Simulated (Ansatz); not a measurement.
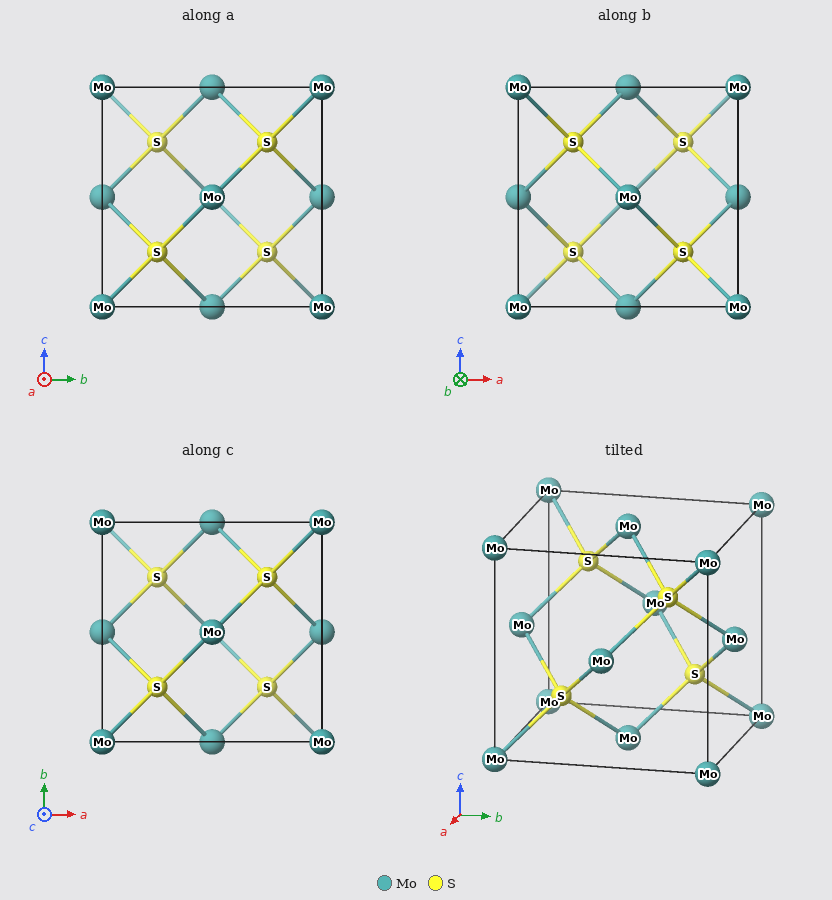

An orthographic ball-and-stick view of the structure, along the a axis, along the b axis, along the c axis and slightly off an axis. Thin lines show the conventional unit cell, with boundary atoms drawn in all their periodic places.

Lattice parameters: a = 5.9448 Å, b = 5.9448 Å, c = 5.9448 Å, α = 90.000°, β = 90.000°, γ = 90.000°.

**Express the structure as a CIF with its space group and independent sites.**

```cif
data_structure
_symmetry_space_group_name_H-M 'F -4 3 m'
_symmetry_Int_Tables_number 216
_cell_length_a 5.9448
_cell_length_b 5.9448
_cell_length_c 5.9448
_cell_angle_alpha 90.000
_cell_angle_beta 90.000
_cell_angle_gamma 90.000
_cell_volume 210.09
loop_
_atom_site_label
_atom_site_type_symbol
_atom_site_symmetry_multiplicity
_atom_site_Wyckoff_symbol
_atom_site_fract_x
_atom_site_fract_y
_atom_site_fract_z
_atom_site_occupancy
Mo1 Mo 4 a 0.0000 0.0000 0.0000 1
S1 S 4 d 0.2500 0.2500 0.7500 1
```

It goes back to a structure type filled with these elements by a generator (whether the compound takes this form wasn't checked). What is shown is the relaxed result from Ansatz 0.2.0, DFT r2SCAN+U, scalar-relativistic, plane waves, PAW.
